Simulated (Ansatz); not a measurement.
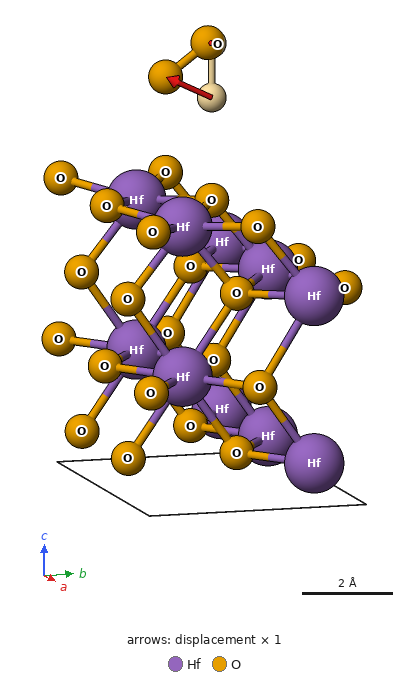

A constrained relaxation of a slab of composition Hf4O9 (cut from the Fm-3m phase). The starting structure is drawn faded, the final one solid; red arrows show the displacements, at their true length.

The picture is a ball-and-stick view of the cell of the calculation, outlined in the plane, without the vacuum (origin shifted), seen slightly off an axis.

Case: 1 O2 a cell, upright, over a top O site. The slab is the (1 1 0) face of HfO2 with O2 on it. 12 atoms are held fixed.

Theory: DFT PBE+D3(BJ), scalar-relativistic, plane waves, PAW in Ansatz 0.2.0.

Input file:
```yaml
crystal:
  lattice:
    - [7.1741418864, 0.0, 0.0]
    - [0.0, 5.0728843771, 0.0]
    - [0.0, 0.0, 24.6155064148]
  atoms:
    - { symbol: Hf, position: [0.25, 0.5, 0.3249983919] }
    - { symbol: Hf, position: [0.75, 0.5, 0.3249983919] }
    - { symbol: O, position: [0.5, 0.75, 0.3249983919] }
    - { symbol: O, position: [0.0, 0.75, 0.3249983919] }
    - { symbol: O, position: [0.5, 0.25, 0.3249983919] }
    - { symbol: O, position: [0.0, 0.25, 0.3249983919] }
    - { symbol: Hf, position: [0.5, 0.0, 0.3978604099] }
    - { symbol: Hf, position: [0.0, 0.0, 0.3978604099] }
    - { symbol: O, position: [0.75, 0.25, 0.3978604099] }
    - { symbol: O, position: [0.25, 0.25, 0.3978604099] }
    - { symbol: O, position: [0.75, 0.75, 0.3978604099] }
    - { symbol: O, position: [0.25, 0.75, 0.3978604099] }
    - { symbol: Hf, position: [0.75, 0.5, 0.4789071245] }
    - { symbol: Hf, position: [0.25, 0.5, 0.4789071245] }
    - { symbol: O, position: [0.0, 0.7477188765, 0.4722325923] }
    - { symbol: O, position: [0.5, 0.7477188765, 0.4722325923] }
    - { symbol: O, position: [0.0, 0.2522811235, 0.4722325923] }
    - { symbol: O, position: [0.5, 0.2522811235, 0.4722325923] }
    - { symbol: Hf, position: [0.0, 0.0, 0.5362583439] }
    - { symbol: Hf, position: [0.5, 0.0, 0.5362583439] }
    - { symbol: O, position: [0.25, 0.2406992881, 0.5463950089] }
    - { symbol: O, position: [0.75, 0.2406992881, 0.5463950089] }
    - { symbol: O, position: [0.25, 0.7593007119, 0.5463950089] }
    - { symbol: O, position: [0.75, 0.7593007119, 0.5463950089] }
    - { symbol: O, position: [0.25, 0.2406992881, 0.6406445425], spin: 2.0 }
    - { symbol: O, position: [0.25, 0.2406992881, 0.6908121068] }
basis:
  ecutwfc: 420
kpoints:
  mp_grid: { grid: [2, 3, 1] }
hamiltonian:
  xc: pbe
  dispersion: d3bj
scf:
  occupations: { method: gaussian, width: 0.05 }
output:
  forces: true
  eigenvalues: true
  populations: true
magnetization:
  spin_polarized: true
relax:
  adjacent_minimum: "off"
  f_tol: 0.04
  max_steps: 100
  constraints: [{ sites: [0, 1, 2, 3, 4, 5, 6, 7, 8, 9, 10, 11] }]
efield:
  axis: 3
  dipole_correction: true
  ramp_width: 0.04
```

Run as
```bash
ansatz run input.yaml --threads 8 --pin off --max-ram 20480MiB --backend cpu --events-out ev --progress --plain --runs-dir out
```

Q: Which element moves most?

A: Oxygen: up to 1.20 Å, against 0.02 Å for hafnium.

Q: What happened in the run?

A: The largest move is that of O25, 1.20 Å at 64° to the normal (+c side). Largest moves by element: O 1.20 Å, Hf 0.02 Å. The cell stays as it was. Among the contacts that change: Hf14–O21 2.119 → 2.100 Å, O11–Hf13 2.364 → 2.379 Å, Hf13–O22 2.119 → 2.107 Å, O25–O26 1.235 → 1.227 Å. The energy falls by 0.267 eV per cell of the calculation in 13 accepted moves (17 points after the start). The largest force component goes from 1.2 to 0.026 eV/Å. The line search rejected the trial steps at points 6, 11, 13, 16 of the run. The forces were under the threshold at step 12, but the run went on from there. The run may lie on a higher electronic state than the lowest, so the end point isn't shown to be the ground-state structure.

Limits of the set-up: the periodic images lie only 5.1 Å apart, so the values are limited by the cell's size.
